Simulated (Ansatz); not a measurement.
**PtF3 (honeycomb trihalide sheet): how robust is the cRPA U?**

Aim: hold the target of a cRPA run on PtF3 (honeycomb trihalide sheet) and move one thing at a time.

Main program and level: Ansatz 0.2.0; constrained RPA on PBEsol, plane waves, PAW.

### 1. Starting point

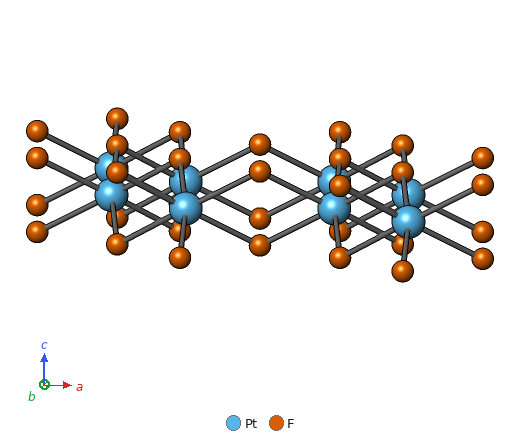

The starting structure, seen nearly edge on (platinum blue, fluorine orange). 2×2×1 cells are drawn. Some periodic images of atoms are drawn too.

The cell holds 8 atoms: 2 Pt and 6 F. Cell: a = 5.738 Å, b = 5.738 Å, c = 28.515 Å, α = 90.0°, β = 90.0°, γ = 120.0°. Vacuum lies along c.

Structure file:

```cif
data_structure
_symmetry_space_group_name_H-M 'P 1'
_symmetry_Int_Tables_number 1
_cell_length_a 5.7375
_cell_length_b 5.7375
_cell_length_c 28.5152
_cell_angle_alpha 90.000
_cell_angle_beta 90.000
_cell_angle_gamma 120.000
_cell_volume 812.93
loop_
_atom_site_label
_atom_site_type_symbol
_atom_site_fract_x
_atom_site_fract_y
_atom_site_fract_z
_atom_site_occupancy
Pt1 Pt 0.33333 0.66667 0.32189 1
Pt2 Pt 0.66667 0.33333 0.32189 1
F3 F 0.35926 0.00000 0.35395 1
F4 F 0.00000 0.35926 0.35395 1
F5 F 0.64074 0.64074 0.35395 1
F6 F 0.64074 0.00000 0.28984 1
F7 F 0.00000 0.64074 0.28984 1
F8 F 0.35926 0.35926 0.28984 1
```

The structure was relaxed with PBEsol. The structure was generated from a model, not taken from a measurement. The runs that relaxed it are not among those shown. The program's search for lower electronic states was switched off, so nothing shows that the state found is the lowest. Spin-orbit coupling is left out unless a step names it. The default PAW set here is soft_2. Its files were made with PBE. The Coulomb interaction is cut off across the vacuum.

### 2. Base: Pt eg, bands v1 to c3, 6×6×1 mesh, medium accuracy

Constrained RPA screens the interaction with every transition except those inside the target bands, which a later many-body model would treat itself.

Contents of input.yaml:

```yaml
crystal:
  lattice:
    - [4.68466409, -2.34233204, 2.34233204]
    - [-2.34233204, -2.34233204, -4.68466409]
    - [16.4632584, 16.4632584, -16.4632584]
  atoms:
    - { symbol: Pt, position: [0.3333333333, 0.6666666667, 0.3218914824] }
    - { symbol: Pt, position: [0.6666666667, 0.3333333333, 0.3218914824] }
    - { symbol: F, position: [0.3592576517, 0.0, 0.3539471074] }
    - { symbol: F, position: [0.0, 0.3592576517, 0.3539471074] }
    - { symbol: F, position: [0.6407423483, 0.6407423483, 0.3539471074] }
    - { symbol: F, position: [0.6407423483, 0.0, 0.2898358575] }
    - { symbol: F, position: [0.0, 0.6407423483, 0.2898358575] }
    - { symbol: F, position: [0.3592576517, 0.3592576517, 0.2898358575] }
  periodic: [true, true, false]
kpoints:
  mp_grid: { grid: [6, 6, 1] }
hamiltonian:
  xc: pbesol
scf:
  occupations: { method: gaussian, width: 0.08 }
  n_extra_bands: 24
  max_iter: 150
  lower_state_search: "off"
output:
  crpa:
    kmesh: [6, 6, 1]
    target_bands: [v1, c3]
    projections: [{ species: Pt, l: d, shell: 5, orbitals: [dz2, dx2-y2] }]
  local_orbitals:
    kmesh: [12, 12, 1]
    orbitals: [{ species: Pt, l: d, shell: 5, orbitals: [dz2, dx2-y2] }]
    window: { bands: [v1, c3] }
    seedname: lo
```

Started as:

```bash
ansatz run input.yaml --threads 4 --pin off --max-ram 14745MiB --backend cpu --events-out ev --progress --plain --runs-dir out
```

Numbers of over 12 decimals in the logs are rounded to 6 here.

The program printed:

```text
Warning: crystal.periodic: the lattice vector that does not repeat stood 1e-7° off the slab's normal, 28.515 Å along it as the deck builds it. The run solves the slab on a vector along the normal, 28.515 Å long, with every atom where it was (on the deck's vector they left 26.69 Å outside them, and the widest stretch free of ions among them is 0.91 Å). A fractional position that the run reports is one of the run's cel [...]
crystal.periodic: the lattice vector that does not repeat stood 1e-7° off the slab's normal, 28.515 Å along it as the deck builds it. The run solves the slab on a vector along the normal, 28.515 Å long, with every atom where it was (on the deck's vector they left 26.69 Å outside them, and the widest stretch free of ions among them is 0.91 Å). A fractional position that the run reports is one of the run's cell, which  [...]
scf.n_extra_bands = 24 over 39 filled bands (N_el = 78.0): the run solves 63 bands
Engine: ansatz 0.2.0, aarch64-unknown-linux-gnu
Pseudopotentials: kind: paw
Pseudopotential: Pt, paw, valence charge 18, recommended cutoff 420 eV (normal), Pt.paw.azcp
Pseudopotential: F, paw, valence charge 7, recommended cutoff 420 eV (normal), F.paw.azcp
Functional definition: PBEsol
  exchange = pbesol_x
  correlation = pbesol_c
Crystal: 8 atoms, lattice volume = 812.934 Å³
Basis set: ecut = 420 eV, 15959 PW (Γ)
Bands: 63, of which v1, the nominal top of the filled ones, is band 39 counted from 1 (38 counted from 0)
Symmetry: 12 space group operations
Space group: P-31m (ITA 162), of the structure as read, at distance tolerance 9.3e-5 Å
k-points: 7 of 36
Non-local potential: Pt, projectors of the file, l = 0: 3, l = 1: 2, l = 2: 2, l = 3: 1
Non-local potential: F, projectors of the file, l = 0: 2, l = 1: 2, l = 2: 1
PAW form: soft (Blöchl's): semilocal exchange-correlation on the pseudo side does not see the compensation charge
PAW frozen core: Pt, regenerated for the run's functional, and the local potential with it (the file was generated under x = pbe(κ = 0.804, μ = 0.219515), c = pbe(β = 0.066725))
PAW frozen core: F, regenerated for the run's functional, and the local potential with it (the file was generated under x = pbe(κ = 0.804, μ = 0.219515), c = pbe(β = 0.066725))
PAW one-centre angular grid: Pt, 590 points (default); XC on 64 Gauss nodes
PAW one-centre angular grid: F, 110 points (default); XC on 64 Gauss nodes
Initial density: superposition of atomic densities (neutral atoms: chi_scale 0, normalization atom), corrected by the library's trained network
Initial wavefunctions: pseudopotential atomic-orbital guess
Functional: x = pbesol(κ = 0.804, μ = 0.123457), c = pbesol(β = 0.046)
[...]
cRPA screening: q 22/36 (q-point 11)
cRPA screening: q 26/36 (q-point 12)
cRPA screening: q 28/36 (q-point 15)
cRPA screening: q 30/36 (q-point 16)
cRPA screening: q 34/36 (q-point 17)
cRPA screening: q 36/36 (q-point 22)
SCF converged after 9 iterations
Free energy (F): -29561.347542 eV
Harris-Foulkes:  -29561.347542 eV  (|F-HF|=4.62e-9)
Internal energy: -29561.329747 eV  (E = F + TS)
E sigma→0 (E₀):  -29561.338645 eV
Entropy (-TS):   -0.017795 eV (-2.224 meV/atom)
Fermi energy:    -6.255735 eV
--- Per-component energies (eV) ---
  E_band       = -2049.999942
  E_kinetic    = 2493.192078
  E_local      = -129026.212051  (includes V_loc(G=0)·N_el)
  E_nonlocal   = 853.758213
  E_hartree    = 62898.924088
  E_xc         = -980.604170
  E_vxc        = -1197.460493  (∫ρ·V_xc dr)
  E_paw        = -19791.273350  (= ΣΔE_a)
  E_vpaw       = -971.138251  (= ΣTr[D̂ρ^β])
  E_aug_tail   = 0.012752  (compensation charges beyond the density's cutoff)
  E_ewald      = 53990.044073
  E_core_change = 0.828618  (= ΣΔE_core)
  E_smearing   = -0.017795  (= −TS)
  E_closure    = 0.000000  (closes the sum)
  Σ components = -29561.347542   (vs F -29561.347542, Δ=0.00e0)
--- Band table (eV; the first three rows and the last of 7) ---
  k-point 0: bands = [... 35 lower, -7.9620, -7.9620, -7.6804, -6.2605, -6.2605, -5.1636, -5.1636, -3.1193, ... 20 higher]
  k-point 1: bands = [... 35 lower, -7.8902, -7.8841, -7.7029, -6.3006, -6.2143, -5.2506, -5.1504, -2.8692, ... 20 higher]
  k-point 2: bands = [... 35 lower, -7.8461, -7.7995, -7.7788, -6.3668, -6.1345, -5.3981, -5.1368, -2.1864, ... 20 higher]
  k-point 6: bands = [... 35 lower, -8.0300, -8.0300, -7.7820, -6.4498, -5.8110, -5.8110, -4.9889, -0.9577, ... 20 higher]
  the weakly bound empty levels are not read free of the cell's end (no_gap_told)
--- cRPA (band scheme, projected local orbitals): target bands 39..42 (1-based), 4 Wannier function(s), 6×6×1 mesh, 84 bands' worth read of 89 solved, ecut_chi 136.0 eV, v(q+G=0) probe_charge, pair densities all_electron ---
  bands read: the sum over 84 bands ends inside a degenerate multiplet in 2 slots, whose members it reads at an even weight; the widest, k=14: bands 84 to 85 (counted from 1) at 1/2 each
  χ-basis size per q: N_G = 2900..2983
  window electrons = 2.0000, filled by tetrahedron_uncorrected; constrained ε̄⁻¹(q = 0, 0) head = 0.827622; min gauge Gram eig = 0.4986
  Kanamori averages over each shell's own Wannier functions (sites counted from 0, functions from 1):
  Each shell's averages of U are screened by what lies outside the whole window alone: parameters of one model of all the shells.
    Site 0, 5D, 2 of 5 d orbitals (Wannier functions 1, 2; wannier90's mr 1, 4):
      screened: U = 4.8334 eV, U' = 4.1146 eV, J = 0.3594 eV
      screened, to within: U = 1.1e-2 eV, U' = 1.1e-2 eV, J = 4.7e-4 eV
      bare: V = 11.9567 eV, V' = 10.7037 eV, J = 0.6265 eV
    Site 1, 5D, 2 of 5 d orbitals (Wannier functions 3, 4; wannier90's mr 1, 4):
      screened: U = 4.8334 eV, U' = 4.1146 eV, J = 0.3594 eV
      screened, to within: U = 1.1e-2 eV, U' = 1.1e-2 eV, J = 4.7e-4 eV
      bare: V = 11.9567 eV, V' = 10.7037 eV, J = 0.6265 eV
  Hermiticity witness max|P − P†| over intra, direct and exchange elements: 4.44e-15 eV (screened), 1.78e-15 eV (bare)
  Reality witness max|Im| over intra, direct and exchange elements: 1.61e-16 eV (screened), 3.48e-16 eV (bare)
```

The job ended after 19 min (4 threads of Arm Neoverse V2, shared host; peak memory 5 GiB).

Numbers from this step:

```yaml
u: 4.833 eV
u_prime_inter_orbital: 4.115 eV
j: 0.3594 eV
bare_v: 11.96 eV
bare_j: 0.6265 eV
stated_bound_on_u: 0.01019 eV
u_over_bare_v: 0.4042
electrons_in_the_window: 2.000
head_of_the_constrained_inverse_dielectric_matrix: 0.8276
least_eigenvalue_of_the_projection_s_overlap: 0.4986
target_functions: 4
bands_in_the_sums: 84
r_m_s_miss_of_the_model_bands: 6.92e-6 eV
width_of_the_target_bands: 1.461 eV
weight_of_the_projected_orbitals_in_the_window: 0.6152
```

On the Pt eg shell, screening brings the on-site interaction from 12.0 eV down to U = 4.83 eV.

### 3. Changed: 3×3×1 mesh

Changes to input.yaml since step 2:

```diff
@@ -26,9 +26,4 @@
   crpa:
-    kmesh: [6, 6, 1]
+    kmesh: [3, 3, 1]
     target_bands: [v1, c3]
     projections: [{ species: Pt, l: d, shell: 5, orbitals: [dz2, dx2-y2] }]
-  local_orbitals:
-    kmesh: [12, 12, 1]
-    orbitals: [{ species: Pt, l: d, shell: 5, orbitals: [dz2, dx2-y2] }]
-    window: { bands: [v1, c3] }
-    seedname: lo
```

The program printed:

```text
[...]
Crystal: 8 atoms, lattice volume = 812.934 Å³
Basis set: ecut = 420 eV, 15959 PW (Γ)
Bands: 63, of which v1, the nominal top of the filled ones, is band 39 counted from 1 (38 counted from 0)
[... 1 set-up line as in the run before ...]
[...]
k-points: 7 of 36
[...]
SCF iter   1: F=—  HF=-29561.405907 eV  |F-HF|=—  |Δ(HF+E_count)|=         —  Δρ=7.04e-3  dr2=2.67e-1  ethr=1.77e-3  ⟨swp⟩=8.4  Hψ=2406  notcnv=0  defer=86
[...]
SCF iter   9: F=-29561.347542 eV  HF=-29561.347542 eV  |F-HF|=4.62e-9  |Δ(HF+E_count)|=   3.91e-8  Δρ=8.75e-7  dr2=3.35e-9  ethr=1.28e-10  ⟨swp⟩=31.1  Hψ=3858  notcnv=0
SCF 1 converged in 9 iterations: F = -29561.347542 eV  dr2 = 3.35e-9
[...]
NSCF: frozen V_eff on 3 k-points
[...]
cRPA screening: q 1/9
cRPA screening: q 2/9
cRPA screening: q 6/9 (q-point 5)
cRPA screening: q 8/9 (q-point 6)
SCF converged after 9 iterations
[...]
k-point 1: bands = [... 35 lower, -7.8902, -7.8841, -7.7029, -6.3006, -6.2143, -5.2506, -5.1504, -2.8692, ... 20 higher]
  k-point 2: bands = [... 35 lower, -7.8461, -7.7995, -7.7788, -6.3668, -6.1345, -5.3981, -5.1368, -2.1864, ... 20 higher]
  k-point 6: bands = [... 35 lower, -8.0300, -8.0300, -7.7820, -6.4498, -5.8110, -5.8110, -4.9889, -0.9577, ... 20 higher]
  the weakly bound empty levels are not read free of the cell's end (no_gap_told)
[...]
χ-basis size per q: N_G = 2904..2983
[...]
Site 0, 5D, 2 of 5 d orbitals (Wannier functions 1, 2; wannier90's mr 1, 4):
      screened: U = 4.8678 eV, U' = 4.1492 eV, J = 0.3593 eV
      screened, to within: U = 1.3e-2 eV, U' = 1.3e-2 eV, J = 5.6e-4 eV
      bare: V = 11.9850 eV, V' = 10.7321 eV, J = 0.6265 eV
    Site 1, 5D, 2 of 5 d orbitals (Wannier functions 3, 4; wannier90's mr 1, 4):
      screened: U = 4.8678 eV, U' = 4.1492 eV, J = 0.3593 eV
      screened, to within: U = 1.3e-2 eV, U' = 1.3e-2 eV, J = 5.6e-4 eV
      bare: V = 11.9850 eV, V' = 10.7321 eV, J = 0.6265 eV
[...]
[key lines of the parts left out:]
Free energy (F): -29561.347542 eV
Fermi energy:    -6.255735 eV
```

Elapsed: 3.6 min, on 4 threads; peak memory 3.9 GiB.

This step gave:

```yaml
u: 4.868 eV
u_prime_inter_orbital: 4.149 eV
j: 0.3593 eV
bare_v: 11.98 eV
bare_j: 0.6265 eV
stated_bound_on_u: 0.01242 eV
u_over_bare_v: 0.4062
electrons_in_the_window: 2.000
head_of_the_constrained_inverse_dielectric_matrix: 0.7958
least_eigenvalue_of_the_projection_s_overlap: 0.4986
target_functions: 4
bands_in_the_sums: 84
width_of_the_target_bands: 1.461 eV
weight_of_the_projected_orbitals_in_the_window: 0.6152
```

On the Pt eg shell, screening brings the on-site interaction from 12.0 eV down to U = 4.87 eV.

### 4. Changed: a keyword of another program

Changes to input.yaml since step 3:

```diff
@@ -26,4 +26,5 @@
   crpa:
-    kmesh: [3, 3, 1]
+    kmesh: [6, 6, 1]
     target_bands: [v1, c3]
     projections: [{ species: Pt, l: d, shell: 5, orbitals: [dz2, dx2-y2] }]
+    NCRPA_BANDS: 1
```

The program printed:

```text
Error: YAML parse error: error: line 30 column 5: unknown field `NCRPA_BANDS`, expected one of accuracy, bounded_pairs, pair_densities, n_empty_bands, n_guard_bands, ecut_chi, kmesh, target_bands, projections
  --> <input>:30:5
   |
28 |     target_bands: [v1, c3]
29 |     projections: [{ species: Pt, l: d, shell: 5, orbitals: [dz2, dx2-…
30 |     NCRPA_BANDS: 1
   |     ^ unknown field `NCRPA_BANDS`, expected one of accuracy, bounded_pairs, pair_densities, n_empty_bands, n_guard_bands, ecut_chi, kmesh, target_bands, projections
```

Wall time 0.02 s (4 threads); peak memory 0.023 GiB.

The program refused the input before any cycle.

The program's message: “Error: YAML parse error: error: line 30 column 5: unknown field `NCRPA_BANDS`, expected one of accuracy, bounded_pairs, pair_densities, n_empty_bands, n_guard_bands, ecut_chi, kmesh, target_bands, pro …”

The fault put into this input: a keyword of another program.

### 5. Changed: strain +3%

The cell differs from the one that the last finished run ended in (a 5.738 → 5.910 Å, b 5.738 → 5.910 Å).

Changes to input.yaml since step 4:

```diff
@@ -2,4 +2,4 @@
   lattice:
-    - [4.68466409, -2.34233204, 2.34233204]
-    - [-2.34233204, -2.34233204, -4.68466409]
+    - [4.8252040127, -2.4126020012, 2.4126020012]
+    - [-2.4126020012, -2.4126020012, -4.8252040127]
     - [16.4632584, 16.4632584, -16.4632584]
@@ -29,2 +29,6 @@
     projections: [{ species: Pt, l: d, shell: 5, orbitals: [dz2, dx2-y2] }]
-    NCRPA_BANDS: 1
+  local_orbitals:
+    kmesh: [12, 12, 1]
+    orbitals: [{ species: Pt, l: d, shell: 5, orbitals: [dz2, dx2-y2] }]
+    window: { bands: [v1, c3] }
+    seedname: lo
```

The program printed:

```text
[...]
Crystal: 8 atoms, lattice volume = 862.442 Å³
Basis set: ecut = 420 eV, 16775 PW (Γ)
Bands: 63, of which v1, the nominal top of the filled ones, is band 39 counted from 1 (38 counted from 0)
[... 1 set-up line as in the run before ...]
[...]
k-points: 7 of 36
[...]
screened: U = 4.5400 eV, U' = 3.8451 eV, J = 0.3474 eV
      screened, to within: U = 9.5e-3 eV, U' = 9.5e-3 eV, J = 4.5e-4 eV
      bare: V = 11.7454 eV, V' = 10.5115 eV, J = 0.6169 eV
    Site 1, 5D, 2 of 5 d orbitals (Wannier functions 3, 4; wannier90's mr 1, 4):
      screened: U = 4.5400 eV, U' = 3.8451 eV, J = 0.3474 eV
      screened, to within: U = 9.5e-3 eV, U' = 9.5e-3 eV, J = 4.5e-4 eV
      bare: V = 11.7454 eV, V' = 10.5115 eV, J = 0.6169 eV
[...]
[key lines of the parts left out:]
SCF converged after 9 iterations
Free energy (F): -29561.123347 eV
Fermi energy:    -6.752617 eV
```

Elapsed: 20 min, on 4 threads; peak memory 5.2 GiB; 77 min of CPU time.

Numbers from this step:

```
U                                                 : 4.540 eV
U prime (inter-orbital)                           : 3.845 eV
J                                                 : 0.3474 eV
bare V                                            : 11.75 eV
bare J                                            : 0.6169 eV
stated bound on U                                 : 0.009467 eV
U over bare V                                     : 0.3865
electrons in the window                           : 2.000
head of the constrained inverse dielectric matrix : 0.8168
least eigenvalue of the projection's overlap      : 0.4703
target functions                                  : 4
bands in the sums                                 : 84
r.m.s. miss of the model bands                    : 7.17e-6 eV
width of the target bands                         : 1.371 eV
weight of the projected orbitals in the window    : 0.6128
```

On the Pt eg shell, screening brings the on-site interaction from 11.7 eV down to U = 4.54 eV.

### 6. Side by side

Times are wall times on 4 threads of Arm Neoverse V2, shared host, good to a factor of about two.

```
          run  bare V (eV)  U (eV)  J (eV)  bound on U (eV)  width (eV)     time
target window        11.96   4.833   0.359           0.0102        1.46   19 min
   3×3×1 mesh        11.98   4.868   0.359           0.0124        1.46  3.6 min
   strain +3%        11.75   4.540   0.347           0.0095        1.37   20 min
```

### 7. Summary of results

```yaml
target_window: U 4.83 eV, J 0.36 eV
3x3x1_mesh: U 4.87 eV, J 0.36 eV
strain_plus_3: U 4.54 eV, J 0.35 eV
```

**Reading.** 3×3×1 mesh moves U by +0.03 eV at 0.19 times the time. Strain +3% moves U by −0.29 eV. The printed bound covers the solver alone, not the mesh, and no denser mesh than the base was run. The parent state is non-magnetic and the interaction static (zero frequency); U depends on the window and the orbitals, so it belongs to this model alone. Spin-orbit coupling, which is strong for atoms this heavy, is left out.

[Paths, hosts, dates, memory and timing lines, banners, echoed tables and standing remarks are left out of the program output.]

[Logs are printed without paths, hosts, clocks, repeated set-up lines and the standing remarks that a program may print on its own settings, such as how far it seeks lower states.]

[Runs of the session that timed out or met a known fault of the program may be left out.]

[Hosts, paths, dates, database ids (printed as entryN), source tags and the programs' standing remarks are cut or masked in the printed files.]
